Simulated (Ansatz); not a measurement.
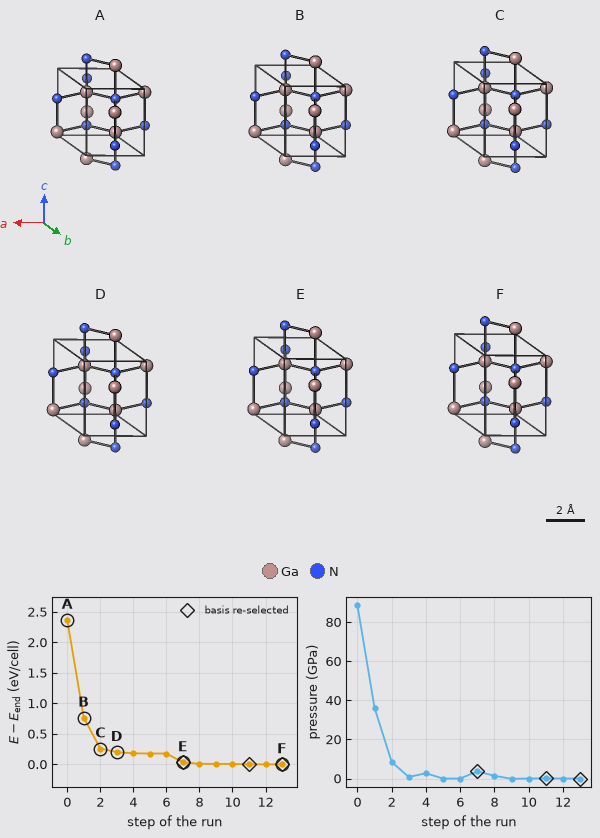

Frames of a relaxation of solid GaN (built on the h-MgO (five-fold) type), marked on the history of the run. The picture is a ball-and-stick view of the cell of the calculation, seen from a free direction.

The calculation used DFT, PBEsol, plane waves, PAW in Ansatz. Set-up: plane-wave cutoff 420 eV; k-point mesh 9 × 9 × 6; occupations fermi dirac; smearing width 0.03 eV; no spin polarisation; cell and atoms relaxed; force threshold 0.01 eV/Å; at most 120 steps.

### Describe the path.

The energy falls by 2.369 eV per cell of the calculation in 10 accepted moves (13 points after the start). All forces vanish by symmetry, so only the cell relaxes. Pressure: 88.54 GPa at the start and 0.01 GPa at the end. The SCF was repeated 3 times at an unchanged geometry on a basis and grid sized afresh for the cell, which shifted the energy by 0.145 eV per cell of the calculation at most. No atom moves by more than 0.005 Å relative to the cell. Cell: a = b 3.148 → 3.307 Å (+5.1 %), c 3.935 → 4.721 Å (+20.0 %). Volume +32.4 %. Near-neighbour distances that change, for instance: Ga–N 1.968 → 2.360 Å, Ga–N 1.818 → 1.909 Å. The space group stays P6_3/mmc (No. 194). From step 0 to 1: volume +12.5 %, energy −1.604 eV per cell of the calculation. From step 1 to 2: volume +9.5 %, energy −0.505 eV per cell of the calculation. From step 2 to 3: volume +3.3 %, energy −59.0 meV per cell of the calculation. From step 3 to 7: volume +0.7 %, energy −0.168 eV per cell of the calculation. From step 7 to 13: volume +3.3 %, energy −32.6 meV per cell of the calculation.

```tsv
step	E − E(0), meV/atom	pressure, GPa	volume, Å³/atom	note
0	0.00	88.54	8.445	
1	-400.96	36.13	9.504	
2	-527.33	8.46	10.406	
3	-542.09	0.79	10.744	
4	-547.00	2.68	10.714	
5	-547.86	-0.03	10.825	
6	-547.87	0.00	10.824	
7	-584.08	3.66	10.824	same geometry, new basis
8	-589.75	1.38	11.015	
9	-590.49	-0.14	11.185	
10	-590.61	0.01	11.163	
11	-592.22	0.06	11.163	same geometry, new basis
12	-592.20	0.01	11.179	
13	-592.24	0.01	11.179	same geometry, new basis
```
